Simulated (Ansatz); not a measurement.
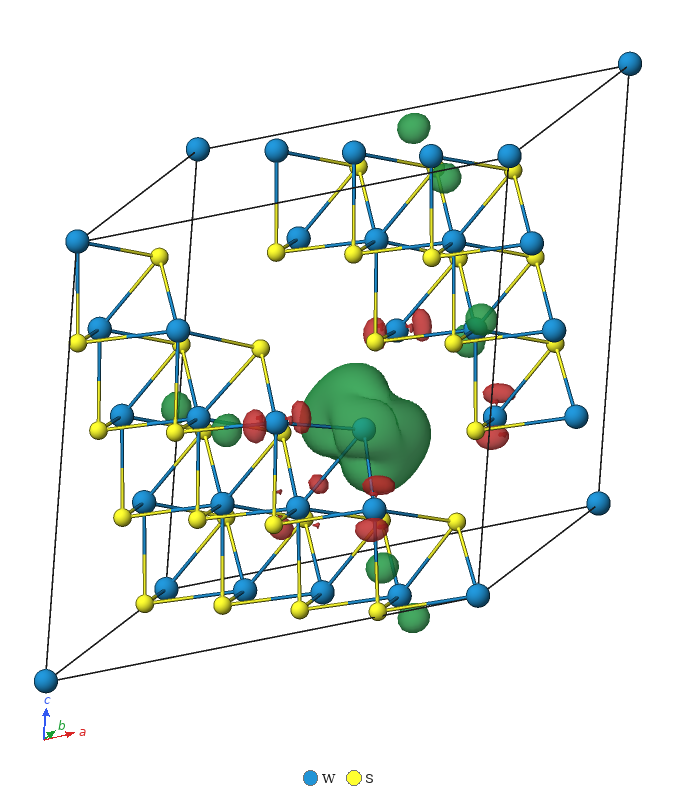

Figure. W17S31 (cell charge +1, with a compensating background) (cell with a defect). Isosurfaces of the magnetisation density (up minus down) at +0.015 (green) and −0.015 e/Å³ (red), seen slightly off an axis. Sticks mark near contacts.

Spin-polarised.

These are results of DFT PBE, scalar-relativistic, plane waves, PAW in Ansatz 0.2.0, not measurements.

Core electrons are frozen (PAW), and the valence fields are smoothed inside the atomic spheres.

```
CELL_PARAMETERS angstrom
-6.37549 3.68089 7.47444
0.00000 -7.36179 7.47444
6.37549 3.68089 7.47444
ATOMIC_POSITIONS crystal
W 0.25244 0.75244 0.00244
W 0.50188 0.50073 0.00220
W 0.75026 0.25026 0.99851
W 0.00073 0.75220 0.25188
W 0.00073 0.00188 0.00220
W 0.25220 0.50073 0.25188
W 0.49858 0.24386 0.24858
W 0.75026 0.74851 0.50026
W 0.74386 0.99858 0.24858
W 0.00119 0.50119 0.50088
W 0.24851 0.25026 0.50026
W 0.50188 0.75220 0.75073
W 0.49858 0.99858 0.49386
W 0.75088 0.50119 0.75119
W 0.00119 0.25088 0.75119
W 0.25220 0.00188 0.75073
W 0.66208 0.16208 0.41208
S 0.89718 0.90763 0.40579
S 0.15474 0.65474 0.40534
S 0.40763 0.15579 0.64718
S 0.40763 0.39718 0.40579
S 0.65579 0.90763 0.64718
S 0.90390 0.65427 0.65390
S 0.15474 0.15534 0.90474
S 0.15427 0.40390 0.65390
S 0.40608 0.90608 0.90413
S 0.65534 0.65474 0.90474
S 0.89718 0.15579 0.15763
S 0.90390 0.40390 0.90427
S 0.15413 0.90608 0.15608
S 0.40608 0.65413 0.15608
S 0.65579 0.39718 0.15763
S 0.50790 0.00790 0.25790
S 0.76499 0.75897 0.26433
S 0.01571 0.51571 0.26368
S 0.25897 0.01433 0.51499
S 0.25897 0.26499 0.26433
S 0.51433 0.75897 0.51499
S 0.76489 0.51169 0.51489
S 0.01571 0.01368 0.76571
S 0.01169 0.26489 0.51489
S 0.26525 0.76525 0.76580
S 0.51368 0.51571 0.76571
S 0.76499 0.01433 0.00897
S 0.76489 0.26489 0.76169
S 0.01580 0.76525 0.01525
S 0.26525 0.51580 0.01525
S 0.51433 0.26499 0.00897
```

Describe the spin distribution.

The spin density sits on W: +0.6 μB in one cell of 48 atoms: a single local moment. The cell of the calculation (48 atoms) carries 1.0 μB of net spin moment.
